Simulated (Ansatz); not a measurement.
Si$_{17}$Ge$_{7}$

Input file:

```
crystal:
  lattice:
    - [-5.505824, -5.429209, 0.037109]
    - [-0.035934, 5.428033, 5.504573]
    - [-5.527826, 5.48832, -5.528927]
  atoms:
    - { symbol: Si, position: [0.0007470253, 0.9979109755, 0.0011179602] }
    - { symbol: Si, position: [0.6671288601, 0.3333314759, 0.335005537] }
    - { symbol: Si, position: [0.8348763361, 0.6667514969, 0.6667740714] }
    - { symbol: Si, position: [0.333632748, 0.6663817857, 0.6671007845] }
    - { symbol: Si, position: [0.1660799235, 0.8323119453, 0.3351990228] }
    - { symbol: Si, position: [0.3299192149, 0.1646957373, 0.9177855985] }
    - { symbol: Si, position: [0.835389062, 0.1651646411, 0.9197832603] }
    - { symbol: Si, position: [0.6683419299, 0.3373866562, 0.5827911374] }
    - { symbol: Si, position: [0.1677608032, 0.3365557205, 0.5847725204] }
    - { symbol: Si, position: [0.5023385623, 0.4991150109, 0.250847071] }
    - { symbol: Si, position: [0.9977831869, 0.5025686954, 0.2520541789] }
    - { symbol: Si, position: [0.3330858363, 0.6672844056, 0.9146029823] }
    - { symbol: Si, position: [0.8347042893, 0.669891881, 0.9140039312] }
    - { symbol: Si, position: [0.6652301761, 0.8298689458, 0.5860038089] }
    - { symbol: Si, position: [0.1649921953, 0.8302022291, 0.5826495503] }
    - { symbol: Si, position: [0.4971796554, 0.001320807, 0.2540054495] }
    - { symbol: Si, position: [0.0019373519, 0.9981901107, 0.2490887423] }
    - { symbol: Ge, position: [0.5002436058, 0.9993889638, 0.0025757207] }
    - { symbol: Ge, position: [0.8334262241, 0.1660635727, 0.6686831585] }
    - { symbol: Ge, position: [0.333706421, 0.1657504796, 0.6670592737] }
    - { symbol: Ge, position: [0.1674365615, 0.3334718726, 0.3336772106] }
    - { symbol: Ge, position: [0.5008765252, 0.4996962124, 0.9998165037] }
    - { symbol: Ge, position: [0.0004616385, 0.5007649086, 0.0008517731] }
    - { symbol: Ge, position: [0.6677373542, 0.833018663, 0.3350270783] }
basis:
  ecutwfc: 500
kpoints:
  mp_grid: { grid: [5, 5, 4] }
hamiltonian:
  xc: r2scan
scf:
  occupations: { method: gaussian, width: 0.02 }
  n_extra_bands: 12
output:
  forces: true
  stress: true
  eigenvalues: true
  populations: true
  dos:
    method: { smearing: { sigma: 0.1, scheme: gaussian } }
    projected: true
    de: 0.02
  write_density: true
  write_potential: true
  elf: true
  volumetric_format: npy
```

Command:

```sh
ansatz run input.yaml --threads 4 --pin off --max-ram 9216MiB --backend cpu --events-out ev --progress --plain --runs-dir out
```

Below, planes, directions and counts refer to the conventional cell (a = 7.73 Å, b = 7.73 Å, c = 9.55 Å, α = 89.66°, β = 89.65°, γ = 60.91°).

Space group P1; a generated structure, not necessarily the stable one.

Computed with DFT r2SCAN, scalar-relativistic, plane waves, PAW (Ansatz).

Core electrons are frozen (PAW), and the valence fields are smoothed inside the atomic spheres.

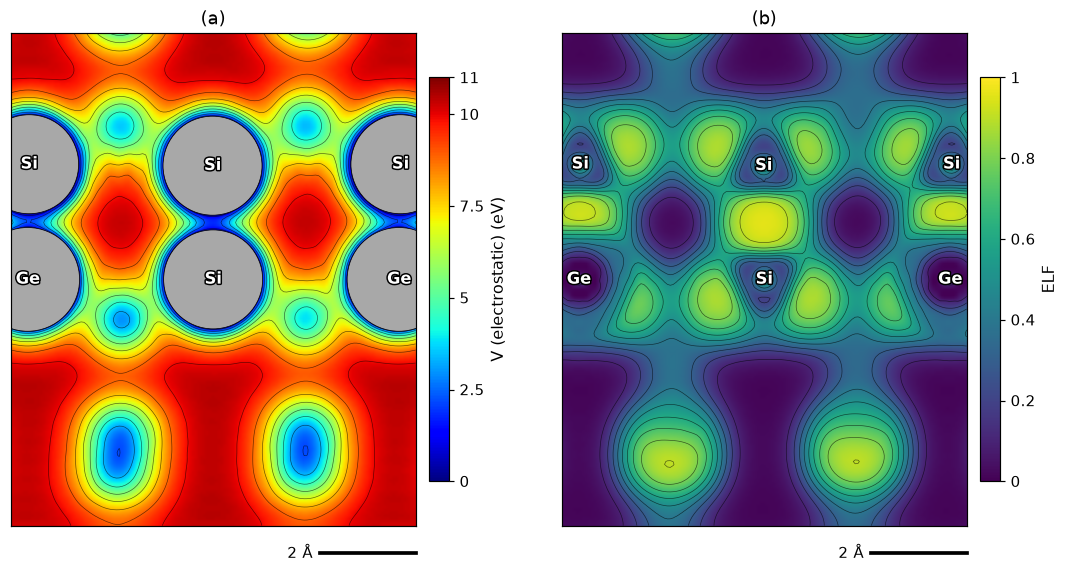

Figure 1. (a) electrostatic potential energy of an electron; (b) electron localisation function on the (010) plane of the conventional cell. Grey discs cover the atomic cores in the potential map.

Question: What does the map show?

Answer: The plane passes through Si and Ge nuclei.
Si–Si (2.37 Å): the ELF peaks at about 0.95 between the atoms (a covalent bond).
Si–Ge (2.40 Å): the ELF peaks at about 0.95 between the atoms, as expected for localised, covalent bonding.
Outside the cores the potential energy rises away from the atoms and is highest about 2.3 Å from the nearest atoms; its zero is arbitrary.

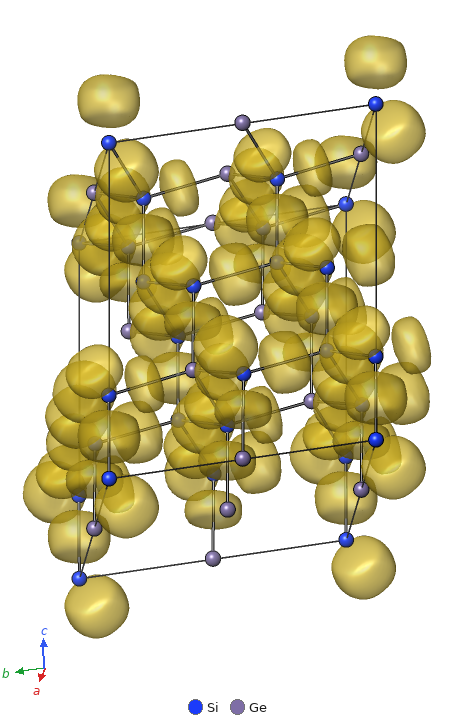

Figure 2. Isosurface of the electron localisation function at 0.7 (yellow), seen at an oblique angle. Only the valence region is drawn (cores and ρ < 0.01 e/Å³ removed). Sticks mark near contacts.

Question: Identify the bonds, lone pairs and shells in this picture.

Answer: The surface consists of 28 regions between bonded Ge–Si atoms (shared pairs) and 20 regions between bonded Si–Si atoms (shared pairs), counted in one cell of 24 atoms. Any copies at cell faces, edges or corners count once. Profiles from the grid: Si–Si (2.35 Å): the ELF peaks at about 0.95 between the atoms; a covalent bond. Si–Ge (2.38 Å): the ELF peaks at about 0.95 between the atoms, as expected for a covalent bond.

Question: Metal or insulator at this level of theory?

Answer: It is gapped, with a Kohn–Sham gap of 0.56 eV on the k-point mesh (the band edges may lie off the mesh, which would make the gap smaller).
